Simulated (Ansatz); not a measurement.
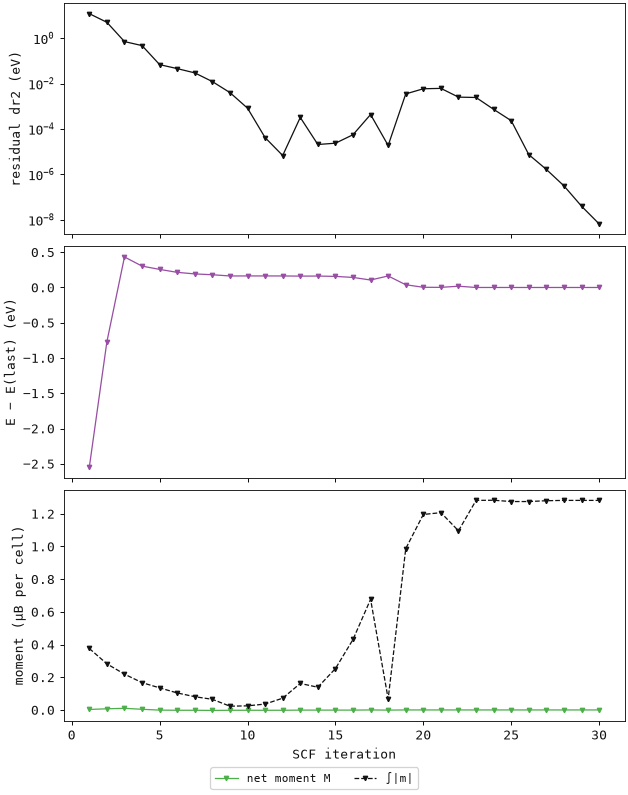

The plot shows the SCF iterations of a calculation: density residual dr2, Harris–Foulkes energy less its last value, magnetic moments. dr2 is the charge part; the magnetisation has a residual of its own.

Program: Ansatz.

```
crystal:
  lattice:
    - [2.5129226041, 0.0, 0.0]
    - [0.0, 3.5538092279, 0.0]
    - [0.0, 0.0, 25.2823065103]
  atoms:
    - { symbol: C, position: [0.5, 0.0, 0.3362035025] }
    - { symbol: C, position: [0.0, 0.25, 0.3362035025] }
    - { symbol: C, position: [0.0, 0.5, 0.3859007602] }
    - { symbol: C, position: [0.5, 0.75, 0.3859007602] }
    - { symbol: C, position: [0.5, 0.0, 0.4355980179] }
    - { symbol: C, position: [0.0, 0.25, 0.4355980179] }
    - { symbol: C, position: [0.0, 0.5012213661, 0.4850750696] }
    - { symbol: C, position: [0.5, 0.7487786339, 0.4850750696] }
    - { symbol: C, position: [0.5, 0.0097937657, 0.5360759099] }
    - { symbol: C, position: [0.0, 0.2402062343, 0.5360759099] }
    - { symbol: C, position: [0.0, 0.5296167304, 0.5777788143] }
    - { symbol: C, position: [0.5, 0.7203832696, 0.5777788143] }
    - { symbol: O, position: [0.25, 0.5296167304, 0.6150111325], spin: 2.0 }
basis:
  ecutwfc: 420
kpoints:
  mp_grid: { grid: [11, 8, 1] }
hamiltonian:
  xc: pbesol
scf:
  occupations: { method: gaussian, width: 0.05 }
output:
  forces: true
  stress: true
  eigenvalues: true
  populations: true
  write_density: true
  write_potential: true
  elf: true
  volumetric_format: npy
magnetization:
  spin_polarized: true
efield:
  axis: 3
  dipole_correction: true
  ramp_width: 0.04
```

Launched with:
```bash
ansatz run input.yaml --threads 2 --pin off --max-ram 5120MiB --backend cpu --events-out ev --progress --plain --runs-dir out
```

**Was self-consistency reached?**

It did not finish: the time limit cut it off after 30 iterations. The residual is still falling at the last step (down to 7 × 10⁻⁹). The program keeps the magnetisation out of the quasi-Newton mixer until iteration 7 and then restarts the mixer with it.

**Read the residual at the first and at the last step drawn.**

It starts near 10 and ends near 7 × 10⁻⁹ eV.

**How do the moments develop?**

The net moment stays near 0.00 μB per cell, though in an unconverged run this needn't be final.
